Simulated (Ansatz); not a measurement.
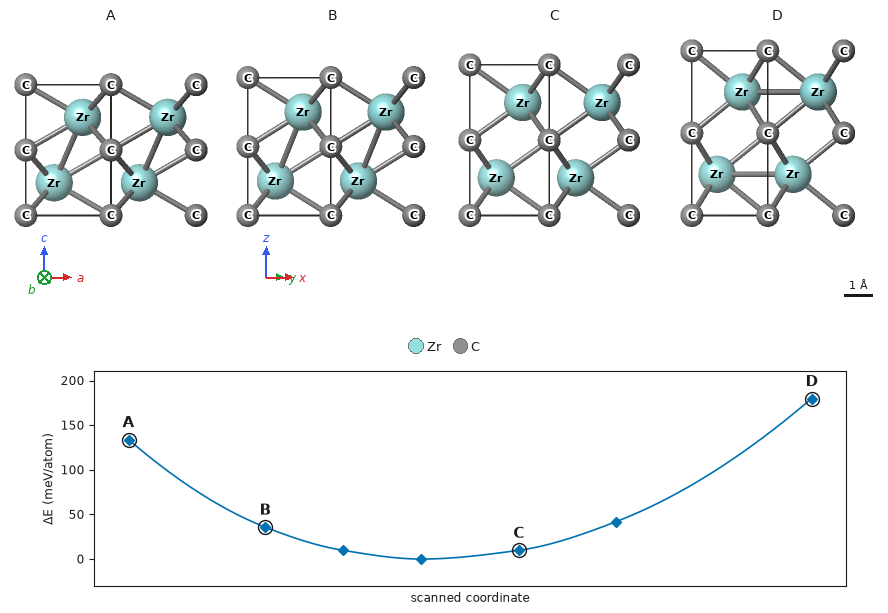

Frames of a one-coordinate scan of crystalline ZrC (P6_3/mmc). x, y and z are the Cartesian axes of the input. A ball-and-stick model of the cell of the calculation, repeated 2 × 2 × 1 with one cell outlined, seen along the b axis.

The calculation used DFT PBE, scalar-relativistic, plane waves, PAW in Ansatz. Set-up: plane-wave cutoff 420 eV; k-point mesh 18 × 18 × 10; occupations gaussian; smearing width 0.15 eV; no spin polarisation. Energies (free energies at the smearing named) are counted from the relaxed crystal.

### Which coordinate changes from frame to frame?

The ratio of the cell's length along z to its lengths across, counted as 1 for the reference, is changed at fixed volume (a c/a path), with the atoms kept at their fractional coordinates. In the frames the relative ratio is 0.85 (A), 0.92 (B), 1.05 (C), 1.20 (D). The lowest computed point lies at the relative ratio 1.00 (0.0 meV/atom). At the ends of the scan the energy is 133.9 meV/atom (0.85) and 179.8 meV/atom (1.20). The distortion keeps the space group P6_3/mmc. At the relative ratio 1.20 the cell of the drawing goes a 3.376 → 3.177 Å, b 3.376 → 3.177 Å, c 5.282 → 5.965 Å.
